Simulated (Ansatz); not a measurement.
```
Sn Se
1.0
     3.01000    3.01000    0.00000
     3.01000   -3.01000    0.00000
     0.00000    0.00000   -6.02000
Sn Se
2 2
Direct
  0.00000 0.00000 0.98671
  0.50000 0.50000 0.48671
  0.00000 0.00000 0.50000
  0.50000 0.50000 0.00000
```

Space group I4mm; changed on purpose from its base cell (atom 1 (Sn) moved by [0.0, 0.0, 0.08] Å, PAW files).

The calculation used DFT, PBE, PAW with Ansatz's default frozen-core files, scalar-relativistic (Ansatz).

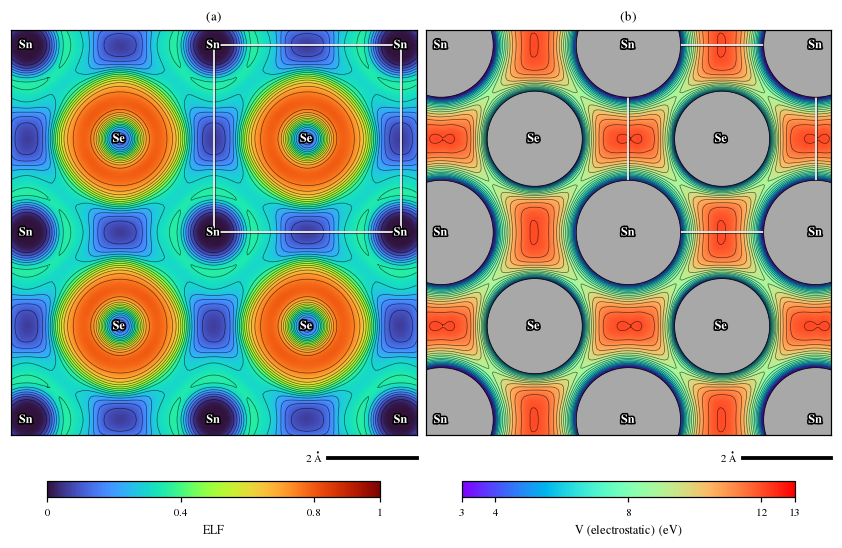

SnSe. (a) ELF; (b) electrostatic potential (local pseudopotential plus Hartree) felt by an electron on the (001) plane of the conventional cell. Grey discs cover the atomic cores in the potential map.

Read the bonding off the picture.

Answer. The section cuts through Sn and Se sites.
Sn–Se (3.01 Å): the ELF is about 0.40 at the midpoint.
Outside the cores the potential energy rises away from the atoms and is highest about 2.0 Å from the nearest atoms; its zero is arbitrary.
